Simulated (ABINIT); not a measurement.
**Run report: BeS, G0W0 calculation (part 1 of 3)**

BeS (2 atoms in the cell), computed with Kohn-Sham DFT of a periodic cell, PBE, PseudoDojo NC SR PBE v0.4.1 standard, G0W0, no spin polarisation (ABINIT 10.8.3).

The structure derives from an entry of the Crystallography Open Database.

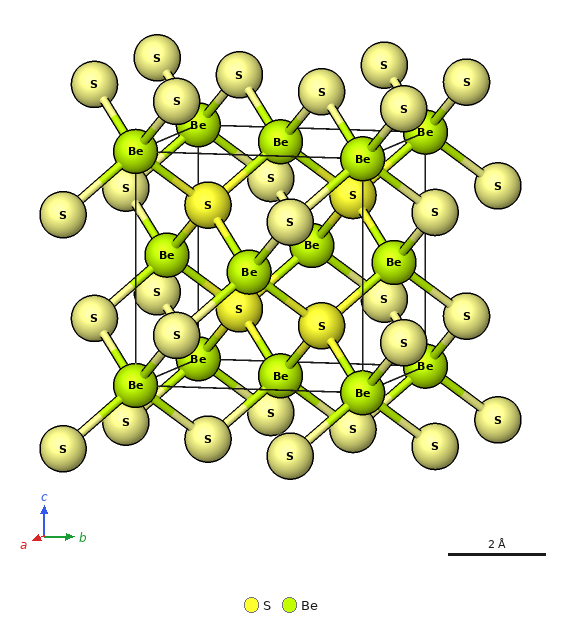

*The input geometry (ball-and-stick view of the cell 4 times as large as that of the calculation, set on its symmetry axes, seen slightly off an axis; neighbours outside the cell are drawn fainter).*

Near neighbours in the crystal (not all of them lie inside the picture): S has 4 Be at 2.11 Å; Be has 4 S at 2.11 Å.

Results in brief:

```tsv
quantity	value
outcome	converged
space group (tolerance 0.01 Å)	F-43m (216)
electrons treated	10
quasiparticle gap	4.64 eV
gap on the k-point mesh	3.15 eV
hardware	1 thread of Intel Xeon (Sapphire Rapids), 64 GiB of memory available, shared host
wall time	4.5 min
peak memory	0.5 GiB
```

Input file:
```
# Datasets
ndtset 4

# Pseudopotentials
pp_dirpath "./"
pseudos "S.upf, Be.upf"

# Structure
acell 3*1.0 Angstrom
rprim
     0.0000000000     2.4394622900     2.4394622900
     2.4394622900     0.0000000000     2.4394622900
     2.4394622900     2.4394622900     0.0000000000
ntypat 2
znucl 16 4
natom 2
typat 1 2
chkprim 0
chksymtnons 0
tolsym 1.0e-6
xred
            3/4            3/4            3/4
            0.0            0.0            0.0

# Plane-wave basis
ecut 44.0
ecutsm 0.5

# k points
kptopt 1
ngkpt 6 6 6
nshiftk 1
shiftk 0.0 0.0 0.0
istwfk *1

# Exchange and correlation
ixc 11

# Bands and occupations
occopt 1

# SCF cycle
nstep 80
diemac 6.0

# Output
iomode 3
prteig 0
prtebands 0

# Dataset 1: ground state
nband1 5
tolvrs1 1.0e-12
prtden1 1
prtwf1 0

# Dataset 2: empty bands at fixed density
iscf2 -2
getden2 1
nband2 76
nbdbuf2 6
tolwfr2 1.0e-12
nstep2 120
prtden2 0

# Dataset 3: screening
optdriver3 3
getwfk3 2
nband3 70
ecuteps3 8.0
ecutwfn3 26.0
inclvkb3 2
ppmodel3 1
gwcomp3 1
gwencomp3 2.0

# Dataset 4: self-energy
optdriver4 4
getwfk4 2
nband4 70
ecuteps4 8.0
ecutsigx4 44.0
ecutwfn4 44.0
symsigma4 1
getscr4 3
ppmodel4 1
gw_qprange4 0
gwcomp4 1
gwencomp4 2.0
```

Launch command:
```bash
abinit run.abi > log 2>&1
```

What the program printed:
```
.Version 10.8.3 of ABINIT
 DATASET    1 : space group F-4 3 m (#216); Bravais cF (face-center cubic)
================================================================================
 Values of the parameters that define the memory need for DATASET  1.
     intxc =       0    ionmov =       0      iscf =       7    lmnmax =       6
     lnmax =       6     mgfft =      40  mpssoang =       3    mqgrid =    3001
     natom =       2  nloc_mem =       1    nspden =       1   nspinor =       1
    nsppol =       1      nsym =      24    n1xccc =    2501    ntypat =       2
    occopt =       1   xclevel =       2
       mpw =        2764          nfft =       64000          nkpt =          16
================================================================================
================================================================================

 DATASET    2 : space group F-4 3 m (#216); Bravais cF (face-center cubic)
================================================================================
 Values of the parameters that define the memory need for DATASET  2.
     intxc =       0    ionmov =       0      iscf =      -2    lmnmax =       6
     lnmax =       6     mgfft =      40  mpssoang =       3    mqgrid =    3001
     natom =       2  nloc_mem =       1    nspden =       1   nspinor =       1
    nsppol =       1      nsym =      24    n1xccc =    2501    ntypat =       2
    occopt =       1   xclevel =       2
       mpw =        2764          nfft =       64000          nkpt =          16
================================================================================
================================================================================

 DATASET    3 : space group F-4 3 m (#216); Bravais cF (face-center cubic)
================================================================================
 Values of the parameters that define the memory need for DATASET  3.
     intxc =       0    ionmov =       0      iscf =       7    lmnmax =       6
     lnmax =       6     mgfft =      30  mpssoang =       3    mqgrid =    3001
     natom =       2  nloc_mem =       1    nspden =       1   nspinor =       1
    nsppol =       1      nsym =      24    n1xccc =    2501    ntypat =       2
    occopt =       1   xclevel =       2
       mpw =        1258          nfft =       27000          nkpt =          16
================================================================================
================================================================================

 DATASET    4 : space group F-4 3 m (#216); Bravais cF (face-center cubic)
================================================================================
 Values of the parameters that define the memory need for DATASET  4.
     intxc =       0    ionmov =       0      iscf =       7    lmnmax =       6
     lnmax =       6     mgfft =      40  mpssoang =       3    mqgrid =    3001
     natom =       2  nloc_mem =       1    nspden =       1   nspinor =       1
    nsppol =       1      nsym =      24    n1xccc =    2501    ntypat =       2
    occopt =       1   xclevel =       2
       mpw =        2764          nfft =       64000          nkpt =          16
================================================================================
================================================================================

--------------------------------------------------------------------------------
------------- Echo of variables that govern the present computation ------------
--------------------------------------------------------------------------------
 -outvars: echo values of preprocessed input variables --------
            acell      1.8897261259E+00  1.8897261259E+00  1.8897261259E+00 Bohr
              amu      3.20660000E+01  9.01218200E+00
          chkprim           0
      chksymtnons           0
           diemac      6.00000000E+00
             ecut1     4.40000000E+01 Hartree
             ecut2     4.40000000E+01 Hartree
             ecut3     2.60000000E+01 Hartree
             ecut4     4.40000000E+01 Hartree
          ecuteps1     0.00000000E+00 Hartree
          ecuteps2     0.00000000E+00 Hartree
          ecuteps3     8.00000000E+00 Hartree
          ecuteps4     8.00000000E+00 Hartree
         ecutsigx1     0.00000000E+00 Hartree
         ecutsigx2     0.00000000E+00 Hartree
         ecutsigx3     0.00000000E+00 Hartree
         ecutsigx4     4.40000000E+01 Hartree
           ecutsm      5.00000000E-01 Hartree
          ecutwfn1     0.00000000E+00 Hartree
          ecutwfn2     0.00000000E+00 Hartree
          ecutwfn3     2.60000000E+01 Hartree
          ecutwfn4     4.40000000E+01 Hartree
           getden1          0
           getden2          1
           getden3          0
           getden4          0
           getscr1          0
           getscr2          0
           getscr3          0
           getscr4          3
           getwfk1          0
           getwfk2          0
           getwfk3          2
           getwfk4          2
           gwcomp1          0
           gwcomp2          0
           gwcomp3          1
           gwcomp4          1
             iscf1          7
             iscf2         -2
             iscf3          7
             iscf4          7
              ixc          11
           jdtset        1    2    3    4
         kptrlatt        6    0    0      0    6    0      0    0    6
          kptrlen      3.91164312E+01
            natom           2
            nband1          5
            nband2         76
            nband3         70
            nband4         70
           nbdbuf1          0
           nbdbuf2          6
           nbdbuf3          0
           nbdbuf4          0
           ndtset           4
            ngfft1         40      40      40
            ngfft2         40      40      40
            ngfft3         30      30      30
            ngfft4         40      40      40
             nkpt          16
           npweps1          0
           npweps2          0
           npweps3        181
           npweps4        181
          npwsigx1          0
          npwsigx2          0
          npwsigx3          0
          npwsigx4       2733
            nstep1         80
            nstep2        120
            nstep3         80
            nstep4         80
             nsym          24
           ntypat           2
        optdriver1          0
        optdriver2          0
        optdriver3          3
        optdriver4          4
           prtden1          1
           prtden2          0
           prtden3          1
           prtden4          1
        prtebands           0
           prteig           0
            prtwf1          0
            prtwf2          1
            prtwf3          1
            prtwf4          1
            rprim      0.0000000000E+00  2.4394622900E+00  2.4394622900E+00
                       2.4394622900E+00  0.0000000000E+00  2.4394622900E+00
                       2.4394622900E+00  2.4394622900E+00  0.0000000000E+00
          spgroup         216
           tolsym      1.00000000E-06
           tolvrs1     1.00000000E-12
           tolvrs2     0.00000000E+00
           tolvrs3     0.00000000E+00
           tolvrs4     0.00000000E+00
           tolwfr1     0.00000000E+00
           tolwfr2     1.00000000E-12
           tolwfr3     0.00000000E+00
           tolwfr4     0.00000000E+00
            typat      1  2
           xangst      3.6591934350E+00  3.6591934350E+00  3.6591934350E+00
                       0.0000000000E+00  0.0000000000E+00  0.0000000000E+00
            xcart      6.9148734339E+00  6.9148734339E+00  6.9148734339E+00
                       0.0000000000E+00  0.0000000000E+00  0.0000000000E+00
             xred      7.5000000000E-01  7.5000000000E-01  7.5000000000E-01
                       0.0000000000E+00  0.0000000000E+00  0.0000000000E+00
            znucl       16.00000    4.00000

================================================================================

 chkinp: Checking input parameters for consistency, jdtset=   1.

 chkinp: Checking input parameters for consistency, jdtset=   2.

 chkinp: Checking input parameters for consistency, jdtset=   3.

 chkinp: Checking input parameters for consistency, jdtset=   4.

================================================================================
== DATASET  1 ==================================================================

--- !DatasetInfo
iteration_state: {dtset: 1, }
dimensions: {natom: 2, nkpt: 16, mband: 5, nsppol: 1, nspinor: 1, nspden: 1, mpw: 2764, }
cutoff_energies: {ecut:  44.0, pawecutdg:  -1.0, }
electrons: {nelect:   1.00000000E+01, charge:   0.00000000E+00, occopt:   1.00000000E+00, tsmear:   1.00000000E-02, }
meta: {optdriver: 0, ionmov: 0, optcell: 0, iscf: 7, paral_kgb: 0, }
...

 Exchange-correlation functional for the present dataset will be:
  GGA: Perdew-Burke-Ernzerhof functional - ixc=11
  J.P.Perdew, K.Burke, M.Ernzerhof, PRL 77, 3865 (1996)

 Real(R)+Recip(G) space primitive vectors, cartesian coordinates (Bohr,Bohr^-1):
 R(1)=  0.0000000  4.6099156  4.6099156  G(1)= -0.1084619  0.1084619  0.1084619
 R(2)=  4.6099156  0.0000000  4.6099156  G(2)=  0.1084619 -0.1084619  0.1084619
 R(3)=  4.6099156  4.6099156  0.0000000  G(3)=  0.1084619  0.1084619 -0.1084619
 Unit cell volume ucvol=  1.9593360E+02 bohr^3
 Angles (23,13,12)=  6.00000000E+01  6.00000000E+01  6.00000000E+01 degrees

 getcut: wavevector=  0.0000  0.0000  0.0000  ngfft=  40  40  40
         ecut(hartree)=     44.000   => boxcut(ratio)=   2.05476

--- Pseudopotential description ------------------------------------------------
- pspini: atom type   1  psp file is ./S.upf
  16.00000   6.00000  171031                  znucl, zion, pspdat
12 -101130 2 -1 1146                          pspcod,pspxc,lmax,lloc,mmax
     nproj     2     2     2

- pspini: atom type   2  psp file is ./Be.upf
   4.00000   4.00000  171031                  znucl, zion, pspdat
12 -101130 1 -1 1358                          pspcod,pspxc,lmax,lloc,mmax
     nproj     2     2     0

   1.21159927E+02                                ecore*ucvol(ha*bohr**3)
--------------------------------------------------------------------------------

================================================================================

--- !BeginCycle
iteration_state: {dtset: 1, }
solver: {iscf: 7, nstep: 80, nline: 4, wfoptalg: 0, }
tolerances: {tolvrs: 1.00E-12, }
...

     iter   Etot(hartree)      deltaE(h)  residm     vres2
 ETOT  1  -25.052197535344    -2.505E+01 1.033E-01 2.524E+01
 ETOT  2  -25.069707707223    -1.751E-02 5.629E-06 3.697E+00
 ETOT  3  -25.070120603045    -4.129E-04 3.689E-06 1.252E-01
 ETOT  4  -25.070132918182    -1.232E-05 7.654E-08 7.209E-04
 ETOT  5  -25.070132956039    -3.786E-08 1.354E-09 2.186E-05
 ETOT  6  -25.070132956593    -5.543E-10 5.053E-12 1.322E-06
 ETOT  7  -25.070132956631    -3.750E-11 2.329E-13 1.486E-08
 ETOT  8  -25.070132956632    -1.172E-12 1.123E-14 1.178E-10
 ETOT  9  -25.070132956632     4.157E-13 3.991E-17 2.230E-12
 ETOT 10  -25.070132956632    -3.340E-13 9.112E-19 4.794E-14

 At SCF step   10       vres2   =  4.79E-14 < tolvrs=  1.00E-12 =>converged.

 Cartesian components of stress tensor (hartree/bohr^3)
  sigma(1 1)= -1.00271501E-06  sigma(3 2)=  0.00000000E+00
  sigma(2 2)= -1.00271501E-06  sigma(3 1)=  0.00000000E+00
  sigma(3 3)= -1.00271501E-06  sigma(2 1)=  0.00000000E+00

--- !ResultsGS
iteration_state: {dtset: 1, }
comment   : Summary of ground state results
lattice_vectors:
- [  0.0000000,   4.6099156,   4.6099156, ]
- [  4.6099156,   0.0000000,   4.6099156, ]
- [  4.6099156,   4.6099156,   0.0000000, ]
lattice_lengths: [   6.51941,    6.51941,    6.51941, ]
lattice_angles: [ 60.000,  60.000,  60.000, ] # degrees, (23, 13, 12)
lattice_volume:   1.9593360E+02
convergence: {deltae: -3.340E-13, res2:  4.794E-14, residm:  9.112E-19, diffor: null, }
etotal    :  -2.50701330E+01
entropy   :   0.00000000E+00
fermie    :   1.34028928E-01
cartesian_stress_tensor: # hartree/bohr^3
- [ -1.00271501E-06,   0.00000000E+00,   0.00000000E+00, ]
- [  0.00000000E+00,  -1.00271501E-06,   0.00000000E+00, ]
- [  0.00000000E+00,   0.00000000E+00,  -1.00271501E-06, ]
pressure_GPa:   2.9501E-02
xred      :
- [  7.5000E-01,   7.5000E-01,   7.5000E-01,  S]
- [  0.0000E+00,   0.0000E+00,   0.0000E+00, Be]
cartesian_forces: # hartree/bohr
- [ -0.00000000E+00,  -0.00000000E+00,  -0.00000000E+00, ]
- [ -0.00000000E+00,  -0.00000000E+00,  -0.00000000E+00, ]
force_length_stats: {min:   0.00000000E+00, max:   0.00000000E+00, mean:   0.00000000E+00, }
...

 Integrated electronic density in atomic spheres:
 ------------------------------------------------
 Atom  Sphere_radius  Integrated_density
    1        2.00000          4.00796582
    2        2.00000          3.14661036
================================================================================

 ----iterations are completed or convergence reached----

 Mean square residual over all n,k,spin=   34.615E-20; max=  91.124E-20
 reduced coordinates (array xred) for    2 atoms
       0.750000000000      0.750000000000      0.750000000000
       0.000000000000      0.000000000000      0.000000000000
 rms dE/dt=  0.0000E+00; max dE/dt=  0.0000E+00; dE/dt below (all hartree)
    1       0.000000000000      0.000000000000      0.000000000000
    2       0.000000000000      0.000000000000      0.000000000000

 cartesian coordinates (angstrom) at end:
    1      3.65919343500000     3.65919343500000     3.65919343500000
    2      0.00000000000000     0.00000000000000     0.00000000000000

 cartesian forces (hartree/bohr) at end:
    1     -0.00000000000000    -0.00000000000000    -0.00000000000000
    2     -0.00000000000000    -0.00000000000000    -0.00000000000000
 frms,max,avg= 0.0000000E+00 0.0000000E+00   0.000E+00  0.000E+00  0.000E+00 h/b

 cartesian forces (eV/Angstrom) at end:
    1     -0.00000000000000    -0.00000000000000    -0.00000000000000
    2     -0.00000000000000    -0.00000000000000    -0.00000000000000
 frms,max,avg= 0.0000000E+00 0.0000000E+00   0.000E+00  0.000E+00  0.000E+00 e/A
 length scales=  1.889726125908  1.889726125908  1.889726125908 bohr
              =  1.000000000000  1.000000000000  1.000000000000 angstroms
 Fermi (or HOMO) energy (hartree) =   0.13403   Average Vxc (hartree)=  -0.36304
 Eigenvalues (hartree) for nkpt=  16  k points:
 kpt#   1, nband=  5, wtk=  0.00463, kpt=  0.0000  0.0000  0.0000 (reduced coord)
  -3.50443   -0.36468    0.13403    0.13403    0.13403
 prteigrs : prtvol=0 or 1, do not print more k-points.

--- !EnergyTerms
iteration_state     : {dtset: 1, }
comment             : Components of total free energy in Hartree
kinetic             :  1.25549240114367E+01
hartree             :  3.81426661810771E+00
xc                  : -5.63359890081733E+00
Ewald energy        : -1.50168558974784E+01
psp_core            :  6.18372370702602E-01
local_psp           : -1.40607390662958E+01
non_local_psp       : -7.34650209228751E+00
total_energy        : -2.50701329566320E+01
total_energy_eV     : -6.82193071121012E+02
band_energy         : -7.43286359667719E+00
...

 Cartesian components of stress tensor (hartree/bohr^3)
  sigma(1 1)= -1.00271501E-06  sigma(3 2)=  0.00000000E+00
  sigma(2 2)= -1.00271501E-06  sigma(3 1)=  0.00000000E+00
  sigma(3 3)= -1.00271501E-06  sigma(2 1)=  0.00000000E+00

-Cartesian components of stress tensor (GPa)         [Pressure=  2.9501E-02 GPa]
- sigma(1 1)= -2.95008940E-02  sigma(3 2)=  0.00000000E+00
- sigma(2 2)= -2.95008940E-02  sigma(3 1)=  0.00000000E+00
- sigma(3 3)= -2.95008940E-02  sigma(2 1)=  0.00000000E+00

================================================================================
== DATASET  2 ==================================================================
```
